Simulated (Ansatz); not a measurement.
# Mg2GeN2: what the fields show

```
Mg Ge N
1.0
     3.10688    0.00000    0.00000
     0.00000    3.10688    0.00000
     0.00000    0.00000   12.39833
Mg Ge N
4 2 4
Direct
  0.00000 0.00000 0.33258
  0.50000 0.50000 0.83258
  0.50000 0.50000 0.16742
  0.00000 0.00000 0.66742
  0.00000 0.00000 0.00000
  0.50000 0.50000 0.50000
  0.00000 0.00000 0.15374
  0.50000 0.50000 0.65374
  0.50000 0.50000 0.34626
  0.00000 0.00000 0.84626
```

Space group I4/mmm; a generated structure, not necessarily the stable one.

Computed with DFT PBE, scalar-relativistic, plane waves, PAW (Ansatz 0.2.0).

The density is the valence pseudo-density of a PAW calculation; it isn't the true density close to the nuclei.

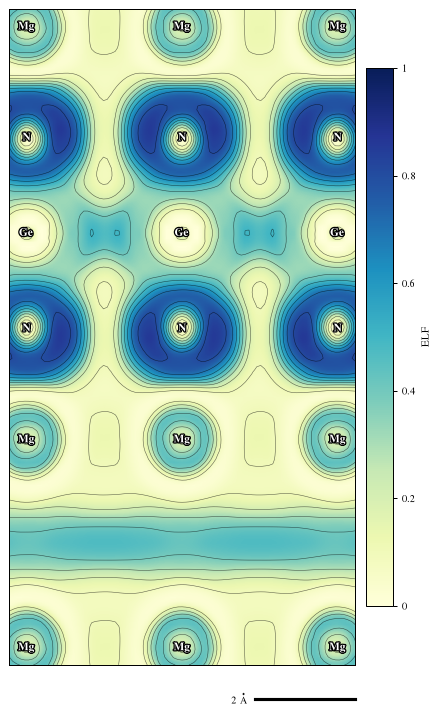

Figure 1. ELF on the (100) plane of the conventional cell.

**Interpret the plot.**

The section cuts through Mg, Ge and N sites. Ge–N (1.91 Å): the ELF peaks at about 0.75 in the valence shell of N, 0.7 Å from its nucleus, and is about 0.50 at the midpoint. Mg–N (2.22 Å): the ELF peaks at about 0.80 in the valence shell of N, 0.7 Å from its nucleus, and is about 0.35 at the midpoint.

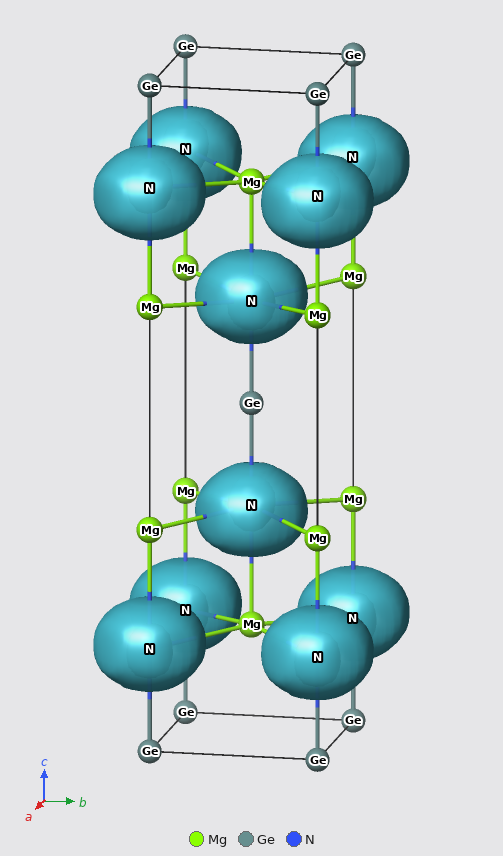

Figure 2. Isosurface of the ELF at 0.7 (cyan), seen slightly off an axis. Only the valence region is drawn (cores and ρ < 0.01 e/Å³ removed). Sticks mark near contacts.

**What do the ELF domains correspond to?**

The ELF exceeds this value in four regions wrapped around N (the valence shell of each), counted in one cell of 10 atoms. Any copies at cell faces, edges or corners count once. Profiles from the grid: Mg–N (2.20 Å): the ELF peaks at about 0.85 in the valence shell of N, 0.7 Å from its nucleus, and is about 0.45 at the midpoint.

**Does the calculation make it a metal, or give it a gap?**

It is metallic or semimetallic at this level of theory: no gap opens.
